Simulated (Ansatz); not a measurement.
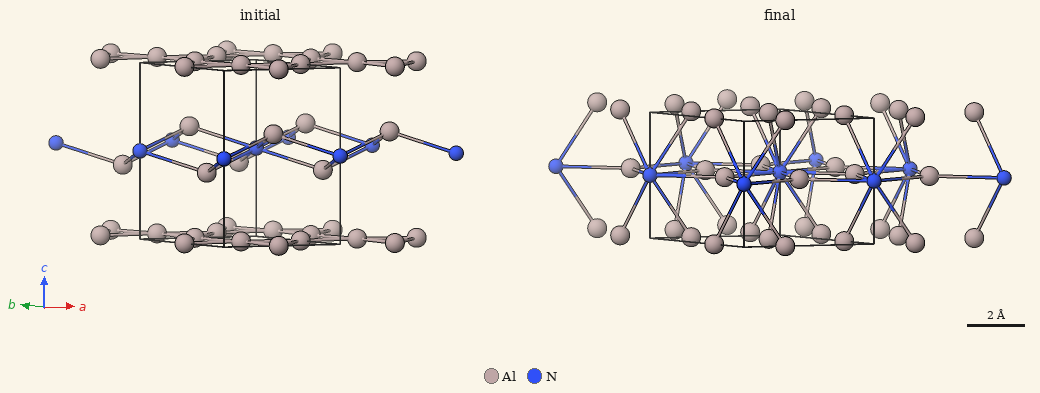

The structure of crystalline Al5N (a generated structure, set up in P321) (coarse preliminary run) before (left) and after (right) a relaxation, at one scale.

Style: ball-and-stick. Shown: the cell of the calculation, repeated 2 × 2 × 1 with one cell outlined, from a free direction.

All numbers below come from DFT PBE, scalar-relativistic, plane waves, PAW (Ansatz 0.2.0). Set-up: plane-wave cutoff 420 eV; k-point mesh 6 × 6 × 4; occupations gaussian; smearing width 0.1 eV; no spin polarisation; cell and atoms relaxed; force threshold 0.04 eV/Å; at most 70 steps.

> What changed between the two?

After 12 accepted moves (14 points after the start) the energy has fallen by 1087 meV per atom. The largest force component goes from 2.1 to 0.00043 eV/Å. Pressure: 23.92 GPa at the start and 0.07 GPa at the end. The SCF was repeated twice at an unchanged geometry on a basis and grid sized afresh for the cell, which shifted the energy by 6.2 meV per atom at most. The largest moves relative to the cell, 0.73 Å, are those of Al atoms. N stays in place. The volume changes by −10.6 %, with a = b 4.256 → 4.765 Å (+12.0 %), c 6.292 → 4.488 Å (−28.7 %). Some distances before and after: Al–N 3.731 → 2.705 Å, Al–Al 2.138 → 2.820 Å, Al–N 2.559 → 2.751 Å. Bonds break: Al–Al (2.14 → 2.82 Å). The space group (tolerance 0.01 Å) goes from P321 (No. 150) to P-62m (No. 189).
